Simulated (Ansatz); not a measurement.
```cif
data_structure
_symmetry_space_group_name_H-M 'P 1'
_symmetry_Int_Tables_number 1
_cell_length_a 2.6876
_cell_length_b 2.6876
_cell_length_c 4.2532
_cell_angle_alpha 90.000
_cell_angle_beta 90.000
_cell_angle_gamma 120.000
_cell_volume 26.61
loop_
_atom_site_label
_atom_site_type_symbol
_atom_site_fract_x
_atom_site_fract_y
_atom_site_fract_z
_atom_site_occupancy
Ru1 Ru 0.33333 0.66667 0.25000 1
Ru2 Ru 0.66667 0.33333 0.75000 1
```

Space group P6₃/mmc; computed pressure about 12 GPa in this cell; computed without spin polarisation.

These are results of Ansatz, DFT, PBE, PAW with Ansatz's default frozen-core files, scalar-relativistic, not measurements.

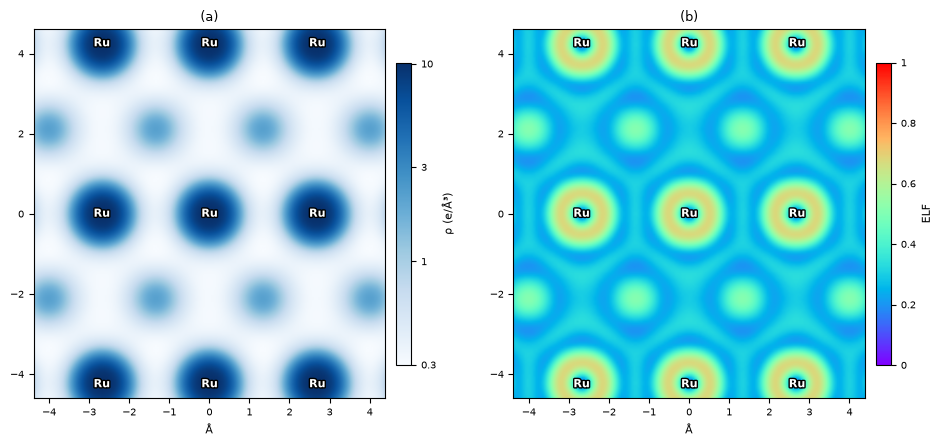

Ru. (a) valence pseudo-density; (b) electron localisation function on the (100) plane of the conventional cell.

The density is the valence pseudo-density of a PAW calculation; it isn't the true density close to the nuclei.

Read the bonding off the picture.

The plane passes through Ru nuclei. Atoms just off the plane (Ru, 0.8 Å away) can leave unmarked features too. Ru–Ru (2.69 Å): the density is about 0.4 e/Å³ at the midpoint; the ELF is about 0.30 at the midpoint. Between the atoms the lowest density in this plane is 0.3 e/Å³. The features right at Ru lie inside the PAW spheres, where the map follows smoothed inner orbitals and isn't to be read closely.
